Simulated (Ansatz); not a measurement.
Consider Si₂Mo.

Input file:

```
crystal:
  lattice:
    - [3.3336233273, 0.0, 0.0]
    - [0.0, 3.3336233273, 0.0]
    - [0.0, 0.0, 7.6102066355]
  atoms:
    - { symbol: Si, position: [0.0, 0.0, 0.3354659603] }
    - { symbol: Si, position: [0.5, 0.5, 0.1645340397] }
    - { symbol: Si, position: [0.5, 0.5, 0.8354659603] }
    - { symbol: Si, position: [0.0, 0.0, 0.6645340397] }
    - { symbol: Mo, position: [0.0, 0.0, 0.0] }
    - { symbol: Mo, position: [0.5, 0.5, 0.5] }
basis:
  ecutwfc: 420
kpoints:
  mp_grid: { grid: [12, 12, 6] }
hamiltonian:
  xc: pbesol
scf:
  occupations: { method: gaussian, width: 0.1 }
output:
  forces: true
  stress: true
  eigenvalues: true
  write_density: true
  write_potential: true
  elf: true
  volumetric_format: npy
relax:
  adjacent_minimum: "off"
  f_tol: 0.008
  max_steps: 40
  cell: { stress_tol: 0.015, fix: [a, b, gamma] }
```

Launched as:

```sh
ansatz run input.yaml --threads 1 --pin off --max-ram 2560MiB --backend cpu --events-out ev --progress --plain --runs-dir out
```

Below, planes, directions and counts refer to the conventional cell (a = 3.33 Å, b = 3.33 Å, c = 7.71 Å, α = 90.00°, β = 90.00°, γ = 90.00°).

The fields are those of the run's last geometry, not of the input's.

Space group I4/mmm; changed on purpose from its base cell (biaxial strain in the a-b plane, c and atoms relaxed: +4.5 %); computed pressure about −12 GPa in this cell; computed without spin polarisation.

Theory: DFT PBEsol, scalar-relativistic, plane waves, PAW in Ansatz 0.2.0.

Question: What will maps of the valence pseudo-density and electron localisation function show?

Answer: Si–Si (2.54 Å): the density is about 0.34 e/Å³ at the midpoint; the ELF peaks at about 0.55 in the valence shell of Si, 1.0 Å from its nucleus, and is about 0.55 at the midpoint.
Si–Mo (2.59 Å): the density is about 0.42 e/Å³ at the midpoint; the ELF peaks at about 0.80 in the valence shell of Si, 0.9 Å from its nucleus, and is about 0.40 at the midpoint.

Question: Metal or insulator at this level of theory?

Answer: It is metallic or semimetallic at this level of theory: no gap opens.

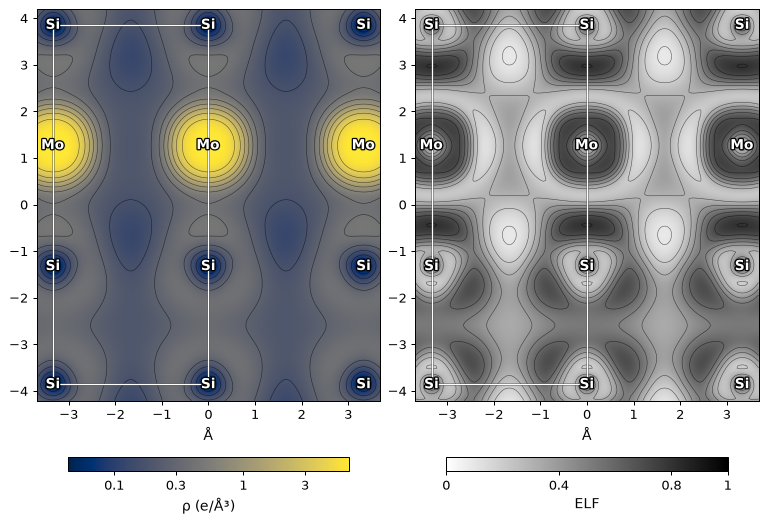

Computed valence pseudo-density and electron localisation function on the (010) plane of the conventional cell, in this order. 

In a PAW calculation such maps are meaningful between the atoms, not at the nuclei.
